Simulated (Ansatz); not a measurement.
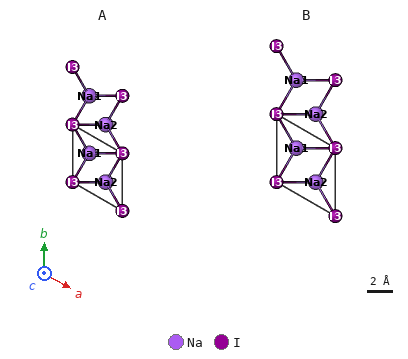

Two geometries of solid Na$_{2}$I (a generated structure, set up in P6/mmm) (coarse preliminary run), drawn at one scale. One is the start of a relaxation, the other its converged end. Style: ball-and-stick. Shown: the cell of the calculation, repeated 1 × 2 × 1 with one cell outlined, along the c axis.

Theory: DFT PBE, scalar-relativistic, plane waves, PAW in Ansatz. (plane-wave cutoff 420 eV; k-point mesh 6 × 6 × 4; occupations gaussian; smearing width 0.1 eV; no spin polarisation; cell and atoms relaxed; force threshold 0.04 eV/Å; at most 70 steps)

> Which of the two is the end point?

Structure B is the relaxed one. Over 6 accepted moves (9 points after the start) the energy falls by 0.461 eV per cell of the calculation. All forces vanish by symmetry, so only the cell relaxes. The pressure goes from 1.57 to 0.05 GPa. The line search rejected the trial step at point 7 of the run. At 2 points the geometry stayed and the basis and grid were re-selected for the new cell (energy shift of 14.3 meV per cell of the calculation at most each time). No atom moves by more than 0.005 Å relative to the cell. Cell: a = b 4.779 → 5.647 Å (+18.2 %), c 5.069 → 3.991 Å (−21.3 %). Volume +9.9 %. Some distances before and after: Na1–Na2 2.759 → 3.260 Å, Na1–I3 3.746 → 3.823 Å. The space group stays P6/mmm (No. 191). The run took 33 s on 1 thread of Intel(R) Xeon(R) Platinum 8259CL CPU @ 2.50GHz (Skylake/Cascade Lake), on a shared host, peak memory 0.44 GiB.
